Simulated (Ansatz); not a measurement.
**ZnSe: density, localisation and related maps**

```cif
data_structure
_symmetry_space_group_name_H-M 'P 1'
_symmetry_Int_Tables_number 1
_cell_length_a 5.7279
_cell_length_b 5.7279
_cell_length_c 5.7364
_cell_angle_alpha 90.000
_cell_angle_beta 90.000
_cell_angle_gamma 90.000
_cell_volume 188.20
loop_
_atom_site_label
_atom_site_type_symbol
_atom_site_fract_x
_atom_site_fract_y
_atom_site_fract_z
_atom_site_occupancy
Zn1 Zn 0.00000 0.00000 0.00000 1
Zn2 Zn 0.50000 0.50000 0.00000 1
Zn3 Zn 0.50000 0.00000 0.50000 1
Zn4 Zn 0.00000 0.50000 0.50000 1
Se1 Se 0.25000 0.25000 0.25000 1
Se2 Se 0.75000 0.75000 0.25000 1
Se3 Se 0.75000 0.25000 0.75000 1
Se4 Se 0.25000 0.75000 0.75000 1
```

Space group F-43m; a structure from a database of computed crystals, not necessarily the ambient phase.

All numbers below come from DFT PBE, scalar-relativistic, plane waves, PAW (Ansatz).

Core electrons are frozen (PAW), and the valence fields are smoothed inside the atomic spheres.

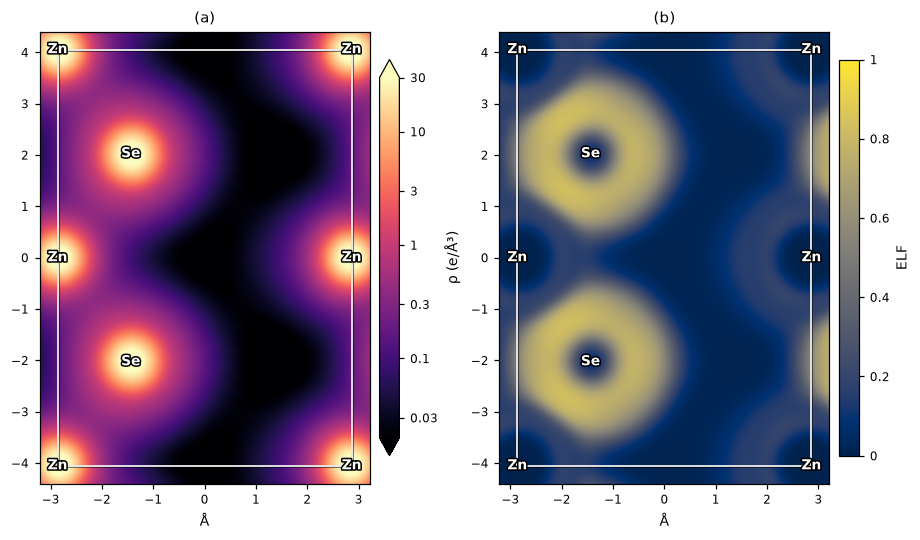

Figure 1. (a) valence charge density (pseudo); (b) ELF on the (101̄) plane of the conventional cell.

What do the fields say about this system?

Atoms in the plane: Zn and Se.
Zn–Se (2.48 Å): the density is about 0.44 e/Å³ at the midpoint; the ELF is about 0.60 at the midpoint.
Between the atoms the lowest density in this plane is 0.01 e/Å³.

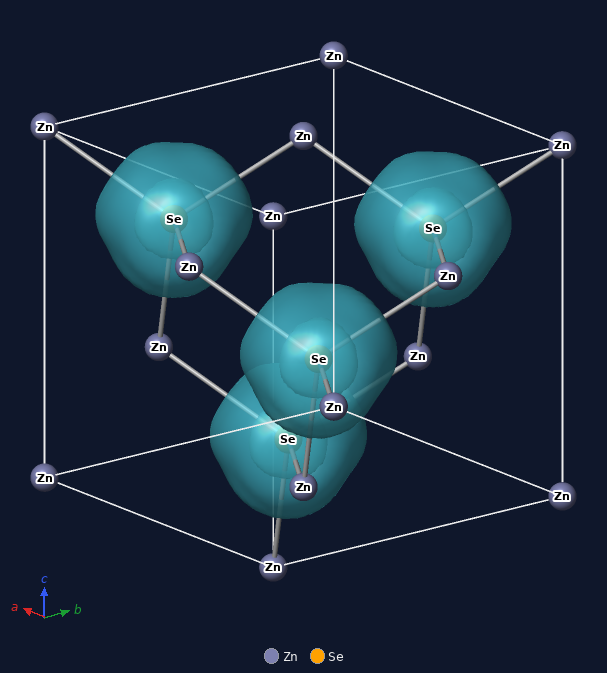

Figure 2. Isosurface of the electron localisation function at 0.7 (cyan), seen at an oblique angle. Core shells and regions of very low density are left out. Sticks mark near contacts.

What do the ELF domains correspond to?

The ELF exceeds this value in four regions wrapped around Se (the valence shell of each), counted in one cell of 8 atoms. Regions shared between cells count once.

Does the calculation give a band gap?

It is gapped, with a Kohn–Sham gap of 1.2 eV on the k-point mesh (the band edges may lie off the mesh, which would make the gap smaller).
